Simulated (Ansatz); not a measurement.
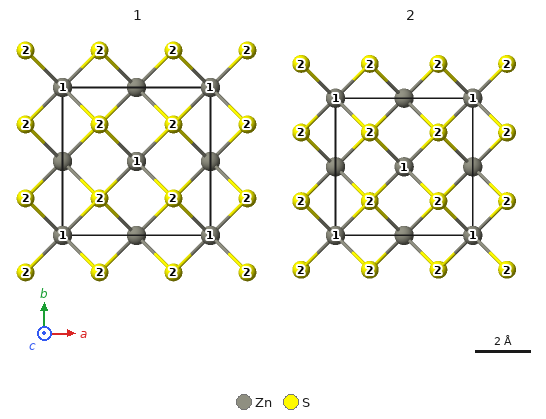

Two geometries of crystalline ZnS (built on the zincblende type), drawn at one scale. One is the start of a relaxation, the other its converged end. Style: ball-and-stick. Shown: the conventional cell (4 times the calculation's cell), along the c axis. Lengths and directions refer to the drawn axes.

The calculation used DFT, PBE, plane waves, PAW in Ansatz. (plane-wave cutoff 420 eV; k-point mesh 8 × 8 × 8; occupations fermi dirac; smearing width 0.02 eV; no spin polarisation; cell and atoms relaxed; force threshold 0.005 eV/Å)

Q: Which geometry has the lower energy?

A: Structure 1 is the relaxed one. After 5 accepted moves (7 points after the start) the energy has fallen by 268 meV per atom. All forces vanish by symmetry, so only the cell relaxes. Pressure: 25.87 GPa at the start and 0.00 GPa at the end. The SCF was repeated twice at an unchanged geometry on a basis and grid sized afresh for the cell, which shifted the energy by 3.2 meV per atom at most. The atoms keep their places relative to the cell (all moves are under 0.005 Å). The volume changes by +25.3 %, with a = b = c 5.049 → 5.444 Å (+7.8 %). Among the contacts that change: Zn1–S2 2.186 → 2.357 Å. The space group stays F-43m (No. 216). Cost: 5.6 s on 2 threads of Arm Neoverse V1 (shared host), peak memory 0.31 GiB.
